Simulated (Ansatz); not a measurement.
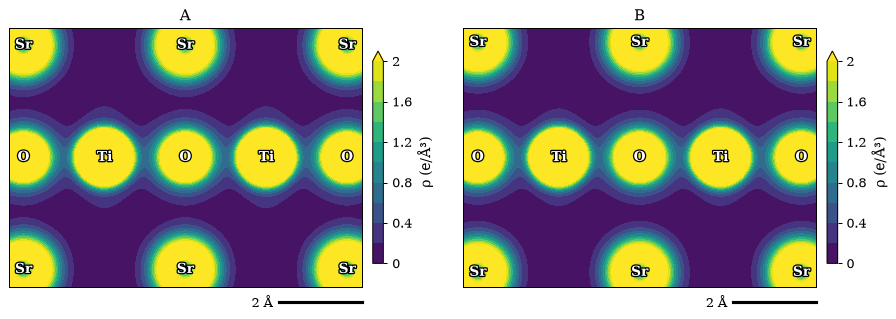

SrTiO₃. The valence pseudo-density of two cells that differ in size and shape, on the (011) plane of each (indices in the axes of the calculation cell), at one length scale and on one colour scale; one has 11.4 and the other 12.0 Å³ an atom.

Theory: DFT, r2SCAN, plane waves, PAW in Ansatz 0.2.0.

In a PAW calculation such maps are meaningful between the atoms, not at the nuclei.

The larger cell:

```cif
data_structure
_symmetry_space_group_name_H-M 'P 1'
_symmetry_Int_Tables_number 1
_cell_length_a 3.9069
_cell_length_b 3.9069
_cell_length_c 3.9459
_cell_angle_alpha 90.000
_cell_angle_beta 90.000
_cell_angle_gamma 90.000
_cell_volume 60.23
loop_
_atom_site_label
_atom_site_type_symbol
_atom_site_fract_x
_atom_site_fract_y
_atom_site_fract_z
_atom_site_occupancy
Sr1 Sr 0.00000 0.00000 0.00000 1
Ti1 Ti 0.50000 0.50000 0.50000 1
O1 O 0.50000 0.50000 0.00000 1
O2 O 0.50000 0.00000 0.50000 1
O3 O 0.00000 0.50000 0.50000 1
```

The smaller cell: a = 3.907 Å, b = 3.907 Å, c = 3.751 Å, α = 90.00°, β = 90.00°, γ = 90.00°.

### Which panel shows the smaller cell, and what does the compression change?

Panel A is the smaller cell, by 5 % in volume. From the larger cell to the smaller, Ti–O goes from 1.95 to 1.95 Å; Sr–O goes from 2.78 to 2.71 Å, and the density at its midpoint from 0.14 to 0.16 e/Å³; the pressure goes from −1.8 to 9 GPa; the Kohn–Sham gap goes from 2.2 eV to 2.3 eV.
